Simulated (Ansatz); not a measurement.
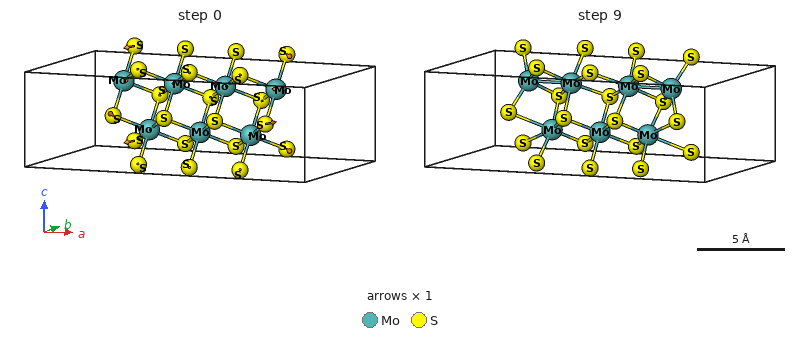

The structure of a wire of composition MoS2 before (left) and after (right) a relaxation, at one scale. The orange arrows give the displacements (the part carried along by the change of the cell is left out), at their true length.

The picture is a ball-and-stick view of the cell of the calculation, with the vacuum cut short (origin shifted), seen slightly off an axis.

Case: armchair ribbon, 7 formula units a period.

Computed with DFT PBE, scalar-relativistic, plane waves, PAW (Ansatz). (plane-wave cutoff 420 eV; k-point mesh 1 × 1 × 10; occupations gaussian; smearing width 0.05 eV; no spin polarisation; cell relaxed at fixed a, b, alpha, beta, gamma; force threshold 0.02 eV/Å; at most 45 steps)

**Describe what moved and what it gained.**

The largest moves, 0.74 Å, are those of S atoms. By element the largest moves are S 0.74 Å, Mo 0.31 Å. Along the periodic axis the drawn cell goes c 5.531 → 5.555 Å (+0.4 %). Some distances before and after: S–S 3.664 → 2.934 Å, Mo–Mo 3.193 → 2.670 Å, Mo–S 2.430 → 2.708 Å, Mo–S 2.430 → 2.202 Å. Among the angles between lasting bonds that change: S–Mo–S 180.0° → 136.8°, S–Mo–S 97.9° → 65.6°, S–Mo–S 180.0° → 158.2°. After 7 accepted moves (9 points after the start) the energy has fallen by 5.102 eV per cell of the calculation. Largest force component: 5.1 eV/Å at the start, 0.0077 eV/Å at the end. The line search rejected the trial step at point 7 of the run. The SCF was repeated once at an unchanged geometry on a basis and grid sized afresh for the cell, which shifted the energy by 0.2 meV per cell of the calculation at most. Cost: 6.4 min on 4 threads of Intel(R) Xeon(R) Platinum 8259CL CPU @ 2.50GHz (Skylake/Cascade Lake), with other jobs on the host, peak memory 3.8 GiB.
